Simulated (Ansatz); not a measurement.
System: KCl.

```xyz
4
Lattice="3.1448 -3.1448 0.0000 3.1448 3.1448 0.0000 0.0000 0.0000 6.1639" Properties=species:S:1:pos:R:3 pbc="T T T"
K     0.0000    0.0000    0.0000
K     3.1448    0.0000    3.0820
Cl    3.1448    0.0000    0.0000
Cl    0.0000    0.0000    3.0820
```

Space group I4/mmm; started from the measured structure prototype, which need not be the ambient phase; changed on purpose from its base cell (uniaxial z strain -2.0%).

All numbers below come from DFT, HSE06, plane waves, PAW (Ansatz 0.2.0).

What will maps of the valence pseudo-density and electron localisation function show?

Answer. K–Cl (3.08 Å): ρ is about 0.1 e/Å³ halfway; the ELF peaks at about 0.85 in the valence shell of Cl, 0.8 Å from its nucleus, and drops to about 0.05 between the two atoms: a closed-shell, largely ionic contact.

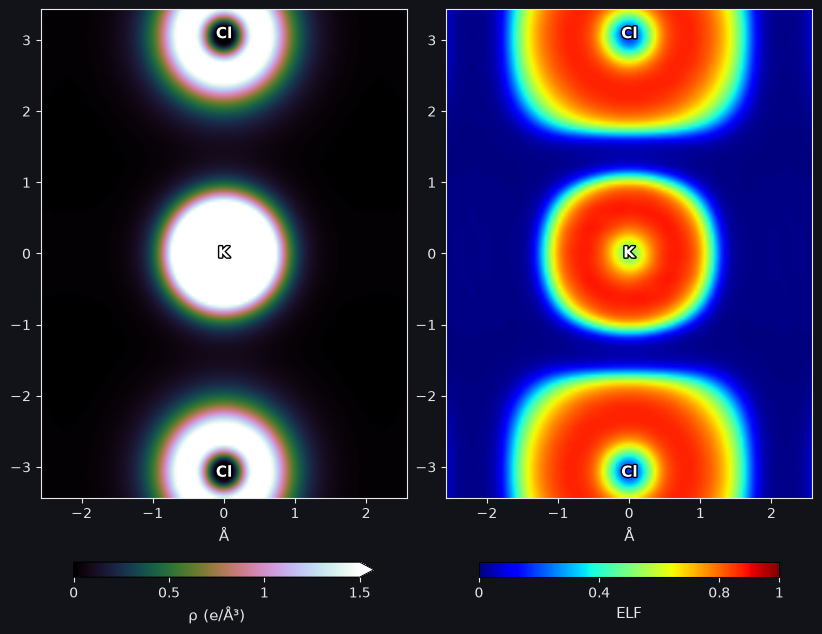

Computed valence pseudo-density and electron localisation function on the (100) plane of the conventional cell, in this order. 

In a PAW calculation such maps are meaningful between the atoms, not at the nuclei.
